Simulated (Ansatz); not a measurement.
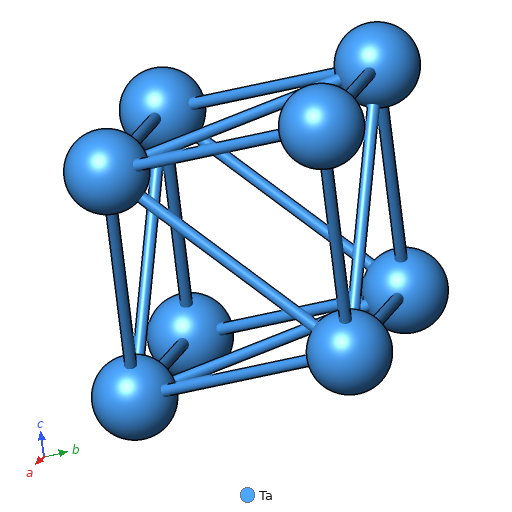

System: Ta, space group Fm-3m (No. 225). The picture shows the cell.

Starting cell:
```
CELL_PARAMETERS angstrom
0.00000 2.11000 2.11000
2.11000 0.00000 2.11000
2.11000 2.11000 0.00000
ATOMIC_POSITIONS crystal
Ta 0.00000 0.00000 0.00000
```

Computed with Ansatz 0.2.0: deformation of a crystal at fixed volume, lengths along the axis scaled against those across it, fractional coordinates fixed, by plane-wave density functional theory with PAW datasets, free energies less that of the undisturbed cell, pressure positive in compression; scalar-relativistic. Level: PBEsol, no spin polarisation.

| setting | value |
| --- | --- |
| wave cutoff | 420 eV |
| k mesh | 22×22×22 |
| occupations | Gaussian |
| smearing width | 0.15 eV |
| k shift | (0, 0, 0) (mesh steps) |
| start | as given |
| path | tetragonal |
| axis direction | (0, 0, 1) (Cartesian unit vector) |

Describe the result: the energy change and pressure against relative axial ratio. The relative axial ratio takes the values 0.650, 0.707, 0.780, 0.850, 0.920, 0.960, 1.000, 1.050, 1.100, 1.200, 1.300, 1.414, 1.500.

The energy change is −213 meV/atom at relative axial ratio 0.650 and 256 meV/atom at 1.500; the lowest computed point is at relative axial ratio 0.707 (−236 meV/atom); there is a further local minimum at 1.200 (−78 meV/atom); the curve passes over a maximum at 1.000 (0 meV/atom). The pressure goes from −10.830 GPa at relative axial ratio 0.650 to −1.646 GPa at 1.500, not monotonically, with a low of −11.270 GPa at 0.707.

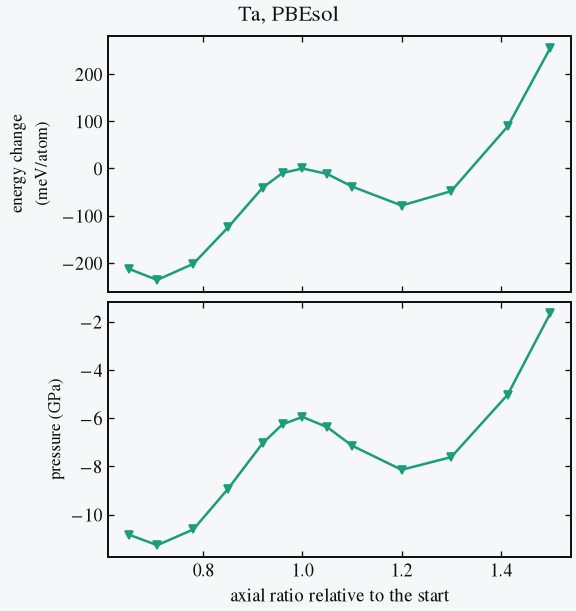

Limits of the calculation: reference crystal is not relaxed.
